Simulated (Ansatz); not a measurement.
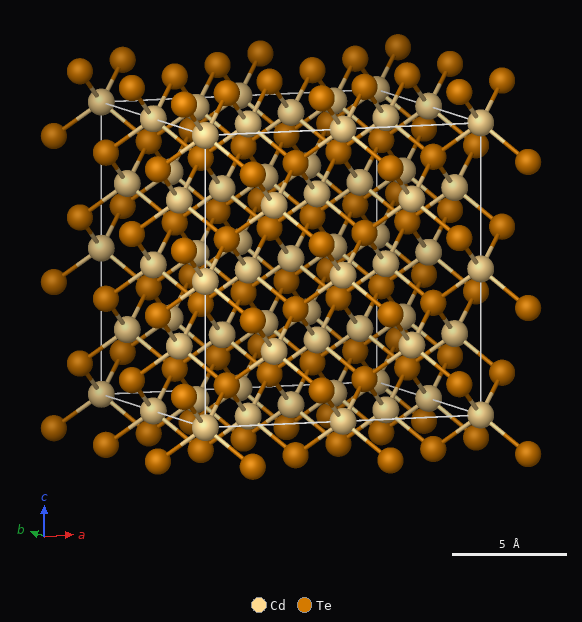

The structure as given in the input (ball-and-stick view of the cell of the calculation, seen slightly off an axis; bonded neighbours outside the cell are drawn too).

# Geometry relaxation, with input and output: Cd$_{32}$Te$_{32}$ (part 1 of 2)

- system: Cd$_{32}$Te$_{32}$ (F-43m, 64 atoms in the cell)
- method: DFT, PBEsol, PAW, plane waves (Ansatz 0.2.0)

The structure was built on a prototype by a generator.

### Input file
```yaml
crystal:
  lattice:
    - [12.978554, 0.000000, 0.000000]
    - [0.000000, 12.978554, 0.000000]
    - [0.000000, 0.000000, 12.978554]
  atoms:
    - { symbol: Cd, position: [0.000000, 0.000000, 0.000000] }
    - { symbol: Cd, position: [0.000000, 0.000000, 0.500000] }
    - { symbol: Cd, position: [0.000000, 0.500000, 0.000000] }
    - { symbol: Cd, position: [0.000000, 0.500000, 0.500000] }
    - { symbol: Cd, position: [0.500000, 0.000000, 0.000000] }
    - { symbol: Cd, position: [0.500000, 0.000000, 0.500000] }
    - { symbol: Cd, position: [0.500000, 0.500000, 0.000000] }
    - { symbol: Cd, position: [0.500000, 0.500000, 0.500000] }
    - { symbol: Cd, position: [0.250000, 0.250000, 0.000000] }
    - { symbol: Cd, position: [0.250000, 0.250000, 0.500000] }
    - { symbol: Cd, position: [0.250000, 0.750000, 0.000000] }
    - { symbol: Cd, position: [0.250000, 0.750000, 0.500000] }
    - { symbol: Cd, position: [0.750000, 0.250000, 0.000000] }
    - { symbol: Cd, position: [0.750000, 0.250000, 0.500000] }
    - { symbol: Cd, position: [0.750000, 0.750000, 0.000000] }
    - { symbol: Cd, position: [0.750000, 0.750000, 0.500000] }
    - { symbol: Cd, position: [0.250000, 0.000000, 0.250000] }
    - { symbol: Cd, position: [0.250000, 0.000000, 0.750000] }
    - { symbol: Cd, position: [0.250000, 0.500000, 0.250000] }
    - { symbol: Cd, position: [0.250000, 0.500000, 0.750000] }
    - { symbol: Cd, position: [0.750000, 0.000000, 0.250000] }
    - { symbol: Cd, position: [0.750000, 0.000000, 0.750000] }
    - { symbol: Cd, position: [0.750000, 0.500000, 0.250000] }
    - { symbol: Cd, position: [0.750000, 0.500000, 0.750000] }
    - { symbol: Cd, position: [0.000000, 0.250000, 0.250000] }
    - { symbol: Cd, position: [0.000000, 0.250000, 0.750000] }
    - { symbol: Cd, position: [0.000000, 0.750000, 0.250000] }
    - { symbol: Cd, position: [0.000000, 0.750000, 0.750000] }
    - { symbol: Cd, position: [0.500000, 0.250000, 0.250000] }
    - { symbol: Cd, position: [0.500000, 0.250000, 0.750000] }
    - { symbol: Cd, position: [0.500000, 0.750000, 0.250000] }
    - { symbol: Cd, position: [0.500000, 0.750000, 0.750000] }
    - { symbol: Te, position: [0.125000, 0.125000, 0.125000] }
    - { symbol: Te, position: [0.125000, 0.125000, 0.625000] }
    - { symbol: Te, position: [0.125000, 0.625000, 0.125000] }
    - { symbol: Te, position: [0.125000, 0.625000, 0.625000] }
    - { symbol: Te, position: [0.625000, 0.125000, 0.125000] }
    - { symbol: Te, position: [0.625000, 0.125000, 0.625000] }
    - { symbol: Te, position: [0.625000, 0.625000, 0.125000] }
    - { symbol: Te, position: [0.625000, 0.625000, 0.625000] }
    - { symbol: Te, position: [0.375000, 0.375000, 0.125000] }
    - { symbol: Te, position: [0.375000, 0.375000, 0.625000] }
    - { symbol: Te, position: [0.375000, 0.875000, 0.125000] }
    - { symbol: Te, position: [0.375000, 0.875000, 0.625000] }
    - { symbol: Te, position: [0.875000, 0.375000, 0.125000] }
    - { symbol: Te, position: [0.875000, 0.375000, 0.625000] }
    - { symbol: Te, position: [0.875000, 0.875000, 0.125000] }
    - { symbol: Te, position: [0.875000, 0.875000, 0.625000] }
    - { symbol: Te, position: [0.375000, 0.125000, 0.375000] }
    - { symbol: Te, position: [0.375000, 0.125000, 0.875000] }
    - { symbol: Te, position: [0.375000, 0.625000, 0.375000] }
    - { symbol: Te, position: [0.375000, 0.625000, 0.875000] }
    - { symbol: Te, position: [0.875000, 0.125000, 0.375000] }
    - { symbol: Te, position: [0.875000, 0.125000, 0.875000] }
    - { symbol: Te, position: [0.875000, 0.625000, 0.375000] }
    - { symbol: Te, position: [0.875000, 0.625000, 0.875000] }
    - { symbol: Te, position: [0.125000, 0.375000, 0.375000] }
    - { symbol: Te, position: [0.125000, 0.375000, 0.875000] }
    - { symbol: Te, position: [0.125000, 0.875000, 0.375000] }
    - { symbol: Te, position: [0.125000, 0.875000, 0.875000] }
    - { symbol: Te, position: [0.625000, 0.375000, 0.375000] }
    - { symbol: Te, position: [0.625000, 0.375000, 0.875000] }
    - { symbol: Te, position: [0.625000, 0.875000, 0.375000] }
    - { symbol: Te, position: [0.625000, 0.875000, 0.875000] }
kpoints:
  mp_grid: { grid: [1, 1, 1], shift: [0.5, 0.5, 0.5] }
hamiltonian:
  xc: pbesol
scf:
  occupations: { method: fermi_dirac, width: 0.01 }
relax:
  f_tol: 0.03
  max_steps: 80
  escape_saddle: false
  adjacent_minimum: "off"
  cell: { fix: [shape] }
output:
  forces: true
  eigenvalues: true
  populations: true
```

Run on 8 CPU threads, shared host.

### The program's output
```
Pseudopotentials: kind: paw
Functional definition: PBEsol
  exchange = pbesol_x
  correlation = pbesol_c
Crystal: 64 atoms, lattice volume = 2186.145 Å³
Basis set: ecut = 420 eV, 42931 PW (Γ), exchange–correlation on 180×180×180 points (8 copies of the dense FFT grid, shifted against one another)
Bands: 692, of which v1, the nominal top of the filled ones, is band 576 counted from 1 (575 counted from 0)
Symmetry: 768 space group operations
Space group: F-43m (ITA 216), of the structure as read, at distance tolerance 1.3e-4 Å
k-points: 1
Non-local potential: Cd, projectors of the file, l = 0: 3, l = 1: 2, l = 2: 2, l = 3: 1
Non-local potential: Te, projectors of the file, l = 0: 2, l = 1: 2, l = 2: 2, l = 3: 2
PAW form: soft (Blöchl's): semilocal exchange-correlation on the pseudo side does not see the compensation charge
PAW frozen core: Cd, regenerated for the run's functional, and the local potential with it (the file was generated under x = pbe(κ = 0.804, μ = 0.2195149727645171), c = pbe(β = 0.06672455060314922))
PAW frozen core: Te, regenerated for the run's functional, and the local potential with it (the file was generated under x = pbe(κ = 0.804, μ = 0.2195149727645171), c = pbe(β = 0.06672455060314922))
PAW one-centre angular grid: Cd, 590 points (default); XC on 64 Gauss nodes
PAW one-centre angular grid: Te, 590 points (default); XC on 64 Gauss nodes
Initial density: superposition of atomic densities (neutral atoms: chi_scale 0, normalization atom), corrected by the library's trained network
Initial wavefunctions: pseudopotential atomic-orbital guess
Functional: x = pbesol(κ = 0.804, μ = 0.12345679012345678), c = pbesol(β = 0.046)
SCF iter   1: F=—  HF=-482761.219203 eV  |F-HF|=—  |Δ(HF+E_count)|=         —  Δρ=3.28e-3  dr2=2.53e-1  ethr=1.77e-3  ⟨swp⟩=6.0  Hψ=2460  notcnv=0  defer=12
preconditioner: auto → Resta (q_TF=auto, 2.452 Å⁻¹)  ε∞=4.0  [insulator: Δε(μ)=2.305 eV  Ē_g=11.009 eV  σ=0.010 eV  W_gap=1.00  n_scr=514 (ndim 8)  ℏωp=19.1 eV  f_vac=0.190  D(μ)=0.00/eV (n_scr^D=0)  ε∞_Penn≈4.0]
SCF iter   2: F=—  HF=-482761.146968 eV  |F-HF|=—  |Δ(HF+E_count)|=   7.22e-2  Δρ=1.20e-3  dr2=4.56e-2  ethr=2.20e-5  ⟨swp⟩=3.0  Hψ=1094  notcnv=0  defer=108
SCF iter   3: F=—  HF=-482761.155868 eV  |F-HF|=—  |Δ(HF+E_count)|=   8.90e-3  Δρ=3.36e-4  dr2=4.04e-3  ethr=3.96e-6  ⟨swp⟩=3.0  Hψ=1040  notcnv=0  defer=108
SCF iter   4: F=—  HF=-482761.168758 eV  |F-HF|=—  |Δ(HF+E_count)|=   1.29e-2  Δρ=1.21e-4  dr2=6.02e-4  ethr=3.51e-7  ⟨swp⟩=2.0  Hψ=1040  notcnv=0  defer=108
SCF iter   5: F=—  HF=-482761.144618 eV  |F-HF|=—  |Δ(HF+E_count)|=   2.41e-2  Δρ=4.94e-5  dr2=8.06e-5  ethr=5.23e-8  ⟨swp⟩=2.0  Hψ=1032  notcnv=0  defer=108
SCF iter   6: F=—  HF=-482761.160615 eV  |F-HF|=—  |Δ(HF+E_count)|=   1.60e-2  Δρ=2.31e-5  dr2=8.70e-6  ethr=7.00e-9  ⟨swp⟩=2.0  Hψ=872  notcnv=0  defer=108
SCF iter   7: F=—  HF=-482761.160621 eV  |F-HF|=—  |Δ(HF+E_count)|=   5.52e-6  Δρ=3.54e-6  dr2=2.13e-7  ethr=7.55e-10  ⟨swp⟩=2.0  Hψ=1128  notcnv=0  defer=108
SCF iter   8: F=-482761.160622 eV  HF=-482761.160622 eV  |F-HF|=1.36e-8  |Δ(HF+E_count)|=   9.08e-7  Δρ=1.01e-6  dr2=2.02e-8  ethr=8.68e-12  ⟨swp⟩=11.0  Hψ=2995  notcnv=0
SCF 1 converged in 8 iterations: F = -482761.160622 eV  dr2 = 2.02e-8
  greatest PAW one-centre occupation: 1.000 electrons in one spin orbital (limit 2), on the Cd atom at site 31 (counted from 0), in its partial waves of l = 0
relax step   1: F+E_penalty+E_count = -482761.16062168 eV  Δ(F+E_penalty+E_count) = +0.000e0 eV  max|allowed force component| = 3.755e-24 eV/Å  Δτ_max = 0.0000 Å  P = +0.260 GPa  Ω = 2186.145 Å³  fix = [alpha, beta, gamma, b/a, c/a]  (8 SCF iters, dr2 threshold 1.00e-7 eV, accepted)
Crystal: 64 atoms, lattice volume = 2215.971 Å³
Basis set: ecut = 420 eV, 43387 PW (Γ), exchange–correlation on 180×180×180 points (8 copies of the dense FFT grid, shifted against one another)
Initial density: handed on by an earlier stage of this run
Initial wavefunctions: those handed on with the density
iter 1 solved again at ethr=1.43e-7 eV; its pass at ethr=3.10e-3 eV (dr2=1.65e-3 eV) is discarded
SCF iter   1: F=—  HF=-482761.136928 eV  |F-HF|=—  |Δ(HF+E_count)|=         —  Δρ=2.89e-4  dr2=1.70e-3  ethr=1.43e-7  ⟨swp⟩=3.0  Hψ=3236  notcnv=0
preconditioner: auto → Resta (q_TF=auto, 2.446 Å⁻¹)  ε∞=4.0  [insulator: Δε(μ)=2.290 eV  Ē_g=10.993 eV  σ=0.010 eV  W_gap=1.00  n_scr=514 (ndim 8)  ℏωp=18.9 eV  f_vac=0.191  D(μ)=0.00/eV (n_scr^D=0)  ε∞_Penn≈4.0]
SCF iter   2: F=—  HF=-482761.150026 eV  |F-HF|=—  |Δ(HF+E_count)|=   1.31e-2  Δρ=1.52e-4  dr2=6.27e-4  ethr=1.43e-7  ⟨swp⟩=1.0  Hψ=692  notcnv=0
SCF iter   3: F=—  HF=-482761.136302 eV  |F-HF|=—  |Δ(HF+E_count)|=   1.37e-2  Δρ=3.25e-5  dr2=5.32e-5  ethr=5.44e-8  ⟨swp⟩=2.0  Hψ=772  notcnv=0
SCF iter   4: F=—  HF=-482761.151959 eV  |F-HF|=—  |Δ(HF+E_count)|=   1.57e-2  Δρ=1.54e-5  dr2=6.86e-6  ethr=4.62e-9  ⟨swp⟩=2.0  Hψ=980  notcnv=0
SCF iter   5: F=—  HF=-482761.151968 eV  |F-HF|=—  |Δ(HF+E_count)|=   8.73e-6  Δρ=8.01e-6  dr2=1.03e-6  ethr=5.95e-10  ⟨swp⟩=2.0  Hψ=1236  notcnv=0
SCF iter   6: F=-482761.151968 eV  HF=-482761.151968 eV  |F-HF|=4.49e-8  |Δ(HF+E_count)|=   3.97e-7  Δρ=1.03e-6  dr2=2.33e-8  ethr=1.47e-11  ⟨swp⟩=4.0  Hψ=2120  notcnv=0
SCF 2 converged in 6 iterations: F = -482761.151968 eV  dr2 = 2.33e-8
relax step   2: F+E_penalty+E_count = -482761.15196796 eV  Δ(F+E_penalty+E_count) = +8.654e-3 eV  max|allowed force component| = 1.516e-25 eV/Å  Δτ_max = 0.0000 Å  P = -0.289 GPa  Ω = 2215.971 Å³  energy of the carried Pulay correction = -5.307e-3 eV  fix = [alpha, beta, gamma, b/a, c/a]  (6 SCF iters, dr2 threshold 1.70e-7 eV, rejected (line search))
Crystal: 64 atoms, lattice volume = 2200.177 Å³
Basis set: ecut = 420 eV, 43003 PW (Γ), exchange–correlation on 180×180×180 points (8 copies of the dense FFT grid, shifted against one another)
iter 1 solved again at ethr=2.30e-7 eV; its pass at ethr=3.10e-3 eV (dr2=2.65e-3 eV) is discarded
SCF iter   1: F=—  HF=-482761.154009 eV  |F-HF|=—  |Δ(HF+E_count)|=         —  Δρ=1.53e-4  dr2=4.69e-4  ethr=2.30e-7  ⟨swp⟩=3.0  Hψ=2920  notcnv=0
preconditioner: auto → Resta (q_TF=auto, 2.449 Å⁻¹)  ε∞=4.0  [insulator: Δε(μ)=2.306 eV  Ē_g=11.019 eV  σ=0.010 eV  W_gap=1.00  n_scr=514 (ndim 8)  ℏωp=19.0 eV  f_vac=0.187  D(μ)=0.00/eV (n_scr^D=0)  ε∞_Penn≈4.0]
SCF iter   2: F=—  HF=-482761.153586 eV  |F-HF|=—  |Δ(HF+E_count)|=   4.24e-4  Δρ=7.63e-5  dr2=1.64e-4  ethr=4.07e-8  ⟨swp⟩=2.0  Hψ=780  notcnv=0
SCF iter   3: F=—  HF=-482761.169284 eV  |F-HF|=—  |Δ(HF+E_count)|=   1.57e-2  Δρ=2.96e-5  dr2=2.26e-5  ethr=1.43e-8  ⟨swp⟩=2.0  Hψ=964  notcnv=0
SCF iter   4: F=—  HF=-482761.169291 eV  |F-HF|=—  |Δ(HF+E_count)|=   7.15e-6  Δρ=8.81e-6  dr2=2.64e-6  ethr=1.96e-9  ⟨swp⟩=2.0  Hψ=1236  notcnv=0
SCF iter   5: F=—  HF=-482761.169295 eV  |F-HF|=—  |Δ(HF+E_count)|=   3.40e-6  Δρ=2.50e-6  dr2=1.70e-7  ethr=2.29e-10  ⟨swp⟩=2.0  Hψ=980  notcnv=0
SCF iter   6: F=—  HF=-482761.169295 eV  |F-HF|=—  |Δ(HF+E_count)|=   3.08e-7  Δρ=6.50e-7  dr2=8.22e-9  ethr=1.48e-11  ⟨swp⟩=2.0  Hψ=1140  notcnv=0
SCF iter   7: F=-482761.169295 eV  HF=-482761.169295 eV  |F-HF|=9.31e-10  |Δ(HF+E_count)|=  9.90e-10  Δρ=1.16e-7  dr2=2.75e-10  ethr=1.00e-12  ⟨swp⟩=3.0  Hψ=2332  notcnv=0
SCF 3 converged in 7 iterations: F = -482761.169295 eV  dr2 = 2.75e-10
relax step   3: F+E_penalty+E_count = -482761.16929512 eV  Δ(F+E_penalty+E_count) = -8.673e-3 eV  max|allowed force component| = 6.920e-26 eV/Å  Δτ_max = 0.0000 Å  P = -0.004 GPa  Ω = 2200.177 Å³  energy of the carried Pulay correction = -2.507e-3 eV  fix = [alpha, beta, gamma, b/a, c/a]  (7 SCF iters, accepted)
Initial wavefunctions: pseudopotential atomic-orbital guess (no wavefunctions were taken with the density)
iter 1 solved again at ethr=1.60e-7 eV; its pass at ethr=3.10e-3 eV (dr2=1.84e-3 eV) is discarded
SCF iter   1: F=—  HF=-482761.153270 eV  |F-HF|=—  |Δ(HF+E_count)|=         —  Δρ=8.38e-5  dr2=3.79e-6  ethr=1.60e-7  ⟨swp⟩=5.0  Hψ=4550  notcnv=0
preconditioner: auto → Resta (q_TF=auto, 2.449 Å⁻¹)  ε∞=4.0  [insulator: Δε(μ)=2.307 eV  Ē_g=11.020 eV  σ=0.010 eV  W_gap=1.00  n_scr=514 (ndim 8)  ℏωp=19.0 eV  f_vac=0.187  D(μ)=0.00/eV (n_scr^D=0)  ε∞_Penn≈4.0]
SCF iter   2: F=—  HF=-482761.171574 eV  |F-HF|=—  |Δ(HF+E_count)|=   1.83e-2  Δρ=4.22e-5  dr2=9.48e-7  ethr=3.29e-10  ⟨swp⟩=3.0  Hψ=1388  notcnv=0
SCF iter   3: F=—  HF=-482761.172438 eV  |F-HF|=—  |Δ(HF+E_count)|=   8.64e-4  Δρ=4.35e-6  dr2=3.40e-8  ethr=8.23e-11  ⟨swp⟩=2.0  Hψ=980  notcnv=0
SCF iter   4: F=—  HF=-482761.172446 eV  |F-HF|=—  |Δ(HF+E_count)|=   8.03e-6  Δρ=2.56e-7  dr2=9.61e-10  ethr=2.96e-12  ⟨swp⟩=3.0  Hψ=1219  notcnv=0
SCF iter   5: F=-482761.172446 eV  HF=-482761.172446 eV  |F-HF|=5.82e-10  |Δ(HF+E_count)|=   1.51e-8  Δρ=7.82e-8  dr2=2.77e-10  ethr=1.00e-12  ⟨swp⟩=4.0  Hψ=1623  notcnv=0
SCF 4 converged in 5 iterations: F = -482761.172446 eV  dr2 = 2.77e-10
relax step   4: F+E_penalty+E_count = -482761.17244596 eV  Δ(F+E_penalty+E_count) = -3.151e-3 eV  max|allowed force component| = 7.211e-26 eV/Å  Δτ_max = 0.0000 Å  P = -0.004 GPa  Ω = 2200.177 Å³  fix = [alpha, beta, gamma, b/a, c/a]  stress off target by 4.20e-3 GPa on what of the cell is left free  SCF on the basis re-selected at this cell (its energy is not comparable with the rows above)  (5 S
```

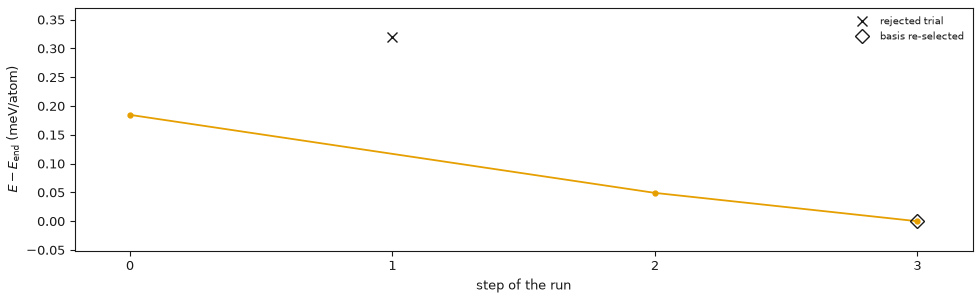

Progress of the relaxation, step by step (the first geometry is step 0 here and step 1 in the log). The atoms keep their places relative to the cell (all moves are under 0.005 Å). The energy falls by 0.1 meV per atom in 2 geometry steps. All forces vanish by symmetry, so only the cell relaxes. The pressure goes from 0.26 to 0.00 GPa. The line search rejected the trial step at point 1 (counted from 0) and went back. A last SCF at the same geometry on a re-selected plane-wave basis shifts the energy by next to nothing (0.0 meV per atom).
